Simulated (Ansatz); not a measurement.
Crystal: W, the input geometry of an electronic-structure calculation (not necessarily at equilibrium); the starting structure was generated, so it need not be a known form of this composition.

```cif
data_structure
_symmetry_space_group_name_H-M 'Fm-3m'
_symmetry_Int_Tables_number 225
_cell_length_a 4.0371
_cell_length_b 4.0371
_cell_length_c 4.0371
_cell_angle_alpha 90.000
_cell_angle_beta 90.000
_cell_angle_gamma 90.000
_cell_volume 65.80
loop_
_atom_site_label
_atom_site_type_symbol
_atom_site_symmetry_multiplicity
_atom_site_Wyckoff_symbol
_atom_site_fract_x
_atom_site_fract_y
_atom_site_fract_z
_atom_site_occupancy
W1 W 4 a 0.00000 0.00000 0.00000 1
```

### What does its first Brillouin zone look like, and which path through it is standard?

It has a face-centred cubic lattice (cF; extended symbol cF2). The zone is a truncated octahedron in its combinatorial type: 14 faces (6 with 4 edges, 8 with 6 edges), 36 edges, 24 vertices. Path: Γ–X–U | K–Γ–L–W–X.

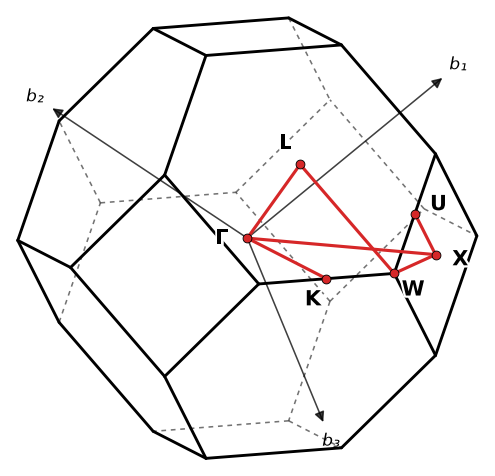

Labels and path follow the convention of Hinuma et al. (2017), as computed by seekpath; the arrows show the directions of the reciprocal primitive vectors b₁, b₂, b₃, in which coordinates are given; lengths include the factor 2π.

```json
{"point": "Γ", "k₁": "0", "k₂": "0", "k₃": "0", "length of k (1/Å)": "0.000"}
{"point": "X", "k₁": "1/2", "k₂": "0", "k₃": "1/2", "length of k (1/Å)": "1.556"}
{"point": "L", "k₁": "1/2", "k₂": "1/2", "k₃": "1/2", "length of k (1/Å)": "1.348"}
{"point": "W", "k₁": "1/2", "k₂": "1/4", "k₃": "3/4", "length of k (1/Å)": "1.740"}
{"point": "K", "k₁": "3/8", "k₂": "3/8", "k₃": "3/4", "length of k (1/Å)": "1.651"}
{"point": "U", "k₁": "5/8", "k₂": "1/4", "k₃": "5/8", "length of k (1/Å)": "1.651"}
```
